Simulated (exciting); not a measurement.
# TaN: 7 runs along one coordinate

System: TaN (2 atoms in the cell).
Method: Kohn-Sham DFT of a periodic cell, PBEsol, all-electron LAPW+lo, shipped species files, no spin polarisation (exciting sodium).

The 7 runs differ only in the geometry, by an even scaling of the cell at fixed fractional positions. The structure derives from an entry of the Crystallography Open Database.

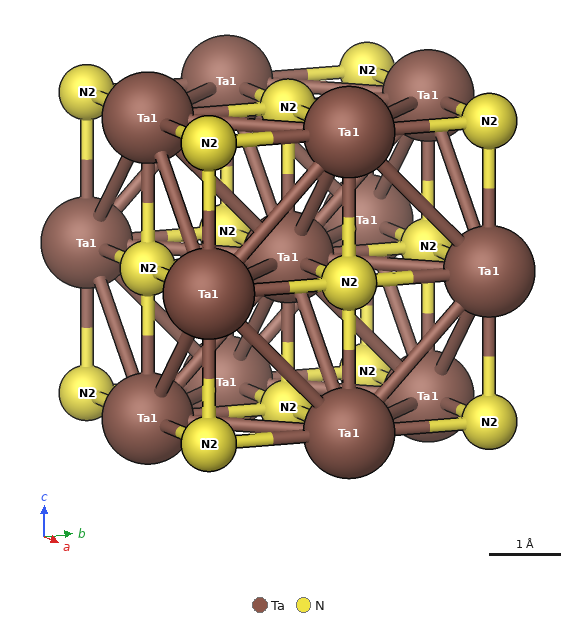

Figure 1. The structure of run 4 (ball-and-stick view of the cell 4 times as large as that of the calculation, set on its symmetry axes, seen slightly off an axis; atoms are numbered from 1 in the order of the input).

### Input of run 4
```
<input>
  <title>TaN</title>
  <structure speciespath="./" tshift="false">
    <crystal scale="1">
      <basevect>0.000000000000 4.117715701101 4.117715701101</basevect>
      <basevect>4.117715701101 0.000000000000 4.117715701101</basevect>
      <basevect>4.117715701101 4.117715701101 0.000000000000</basevect>
    </crystal>
    <species speciesfile="Ta.xml" rmt="2.3">
      <atom coord="0.500000000000 0.500000000000 0.500000000000"/>
    </species>
    <species speciesfile="N.xml" rmt="1.45">
      <atom coord="0.000000000000 0.000000000000 0.000000000000"/>
    </species>
  </structure>
  <groundstate do="fromscratch" ngridk="10 10 10" rgkmax="7.5" gmaxvr="14" lmaxapw="10" lmaxmat="10" lmaxvr="8" xctype="GGA_PBE_SOL" stype="Fermi Dirac" swidth="0.00183747" nempty="14" ValenceRelativity="iora*" epsengy="1e-05" epspot="1e-05" maxscl="60" tforce="true" outputlevel="normal"/>
</input>
```

Command:
```bash
OMP_NUM_THREADS=1 exciting_smp
```

Lattice vectors (Å) and fractional positions of run 4:
```
   0.000000    2.179001    2.179001
   2.179001    0.000000    2.179001
   2.179001    2.179001    0.000000
Ta  0.500000  0.500000  0.500000
N   0.000000  0.000000  0.000000
```

Run 3 has the same physical settings and fractional positions; its lattice vectors (Å) are:
```
   0.000000    2.164377    2.164377
   2.164377    0.000000    2.164377
   2.164377    2.164377    0.000000
```

### Results, with one run withheld

| run | volume per atom (Å³) | free energy per atom, from the lowest run given (meV) |
| --- | --- | --- |
| 1 | 9.725 | 66.99 |
| 2 | 9.932 | 33.43 |
| 3 | 10.139 | ? |
| 4 | 10.346 | 1.13 |
| 5 | 10.553 | 0.00 |
| 6 | 10.760 | 7.51 |
| 7 | 10.967 | 22.87 |

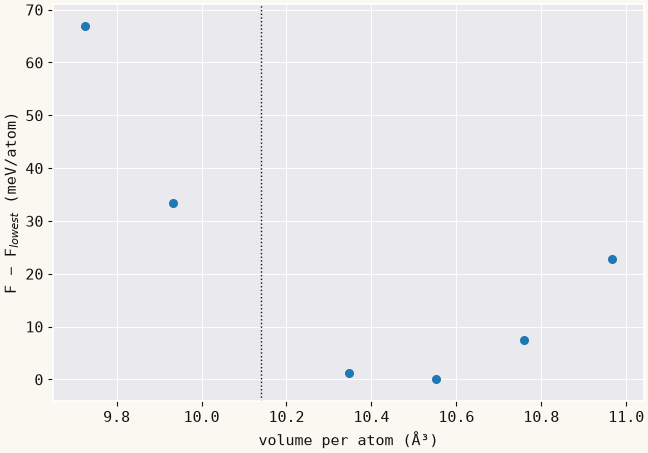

Figure 2. Free energy per atom of the runs given; the dotted line marks run 3.

What should run 3 give?

A cubic polynomial in V^(−2/3) (the Birch–Murnaghan form), fitted to the 6 runs given, misses them by at most 0.02 meV per atom. With x = V^(−2/3) − 0.21036 Å⁻², it reads F = 0.63548 + 1754.9 x + 5.9844e+05 x² + 6.4796e+05 x³ (meV per atom). At run 3 it gives 11.90 meV per atom, and the run itself gives 11.94. The fit has its minimum at 10.474 Å³ per atom, where V d²F/dV² gives 353 GPa: the bulk modulus at this level, since symmetry fixes the shape and the positions.

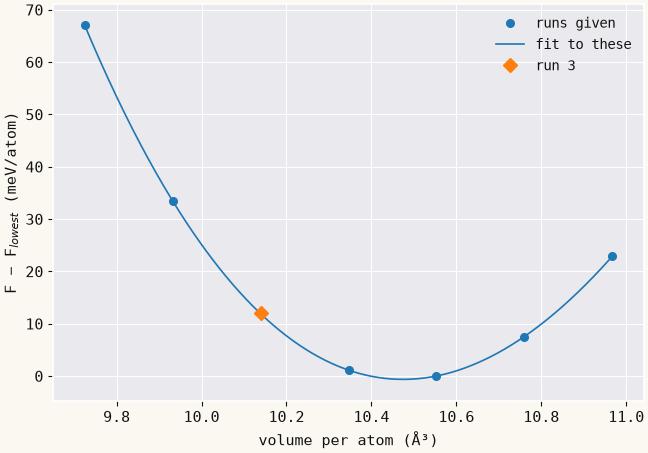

Figure 3. The fit and the withheld run.

### Some lines of the output (run 3)
```
[...]
 DOS at Fermi energy (states/Ha/cell)       :        18.31738919
 Absolute change in total energy   (target) :  0.375618E-03  ( 0.100000E-04)
 Total energy                               :    -15676.11219429
 Fermi energy                               :         0.65280793
 DOS at Fermi energy (states/Ha/cell)       :        18.31738688
 Absolute change in total energy   (target) :  0.514694E-04  ( 0.100000E-04)
 Total energy                               :    -15676.11219375
 DOS at Fermi energy (states/Ha/cell)       :        18.31736647
 Absolute change in total energy   (target) :  0.533197E-06  ( 0.100000E-04)
 Total energy                               :    -15676.11219562
 DOS at Fermi energy (states/Ha/cell)       :        18.31736524
 Absolute change in total energy   (target) :  0.186786E-05  ( 0.100000E-04)
 Total energy                               :    -15676.11219617
 DOS at Fermi energy (states/Ha/cell)       :        18.31736242
```

Notes: Spin–orbit coupling is left out, which matters for Ta.
